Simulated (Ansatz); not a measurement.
The cell of NaCl (Fm-3m, No. 225). The cell is taken from coordinates from a relaxation with DFT PBE, scalar-relativistic, plane waves, PAW in Ansatz 0.2.0.

```yaml
crystal:
  lattice:
    - [5.69557, 0.00000, 0.00000]
    - [0.00000, 5.69557, 0.00000]
    - [0.00000, 0.00000, 5.69557]
  atoms:
    - { symbol: Na, position: [0.00000, 0.00000, 0.00000] }
    - { symbol: Cl, position: [0.50000, 0.00000, 0.00000] }
    - { symbol: Na, position: [0.00000, 0.50000, 0.50000] }
    - { symbol: Cl, position: [0.50000, 0.50000, 0.50000] }
    - { symbol: Na, position: [0.50000, 0.00000, 0.50000] }
    - { symbol: Cl, position: [0.00000, 0.00000, 0.50000] }
    - { symbol: Na, position: [0.50000, 0.50000, 0.00000] }
    - { symbol: Cl, position: [0.00000, 0.50000, 0.00000] }
```

At each point the valence sum V of a Na+ ion is computed from the anions within 5 Å (s = exp((R0 − d)/b), R0 fitted to published crystal structures with b = 0.37 Å; R0: Na+–Cl 2.166 Å). The other Na+ ions are ignored. This is an empirical screen for pathways, not an energy calculation.

### Along which directions could Na+ move by this screen (counting the regions that come within 0.6 Å of a Na site)?

No path opens below 0.7 v.u. These are grid estimates, good to about 0.1 v.u.

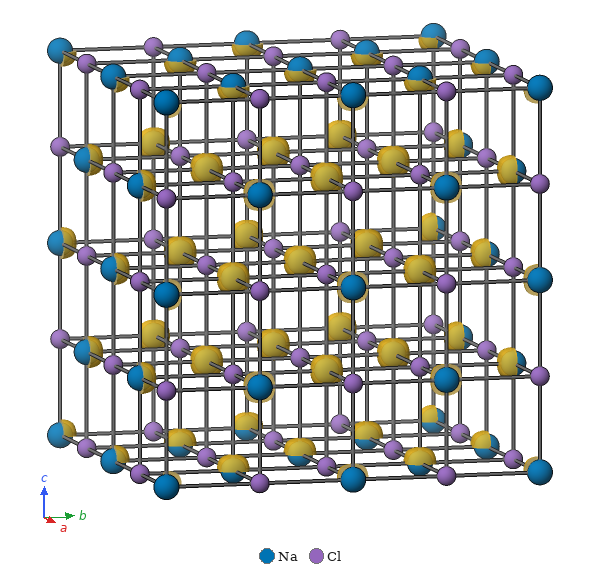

Bond-valence mismatch map for Na+ in NaCl (Fm-3m, No. 225): the yellow surface encloses the points where |V − 1| < 0.2 v.u. (2×2×2 cells, view slightly off an axis). Pale faces close the region where the drawn box cuts it.

### What is the valence sum at the Na sites themselves?

0.95 v.u., against the formal 1.
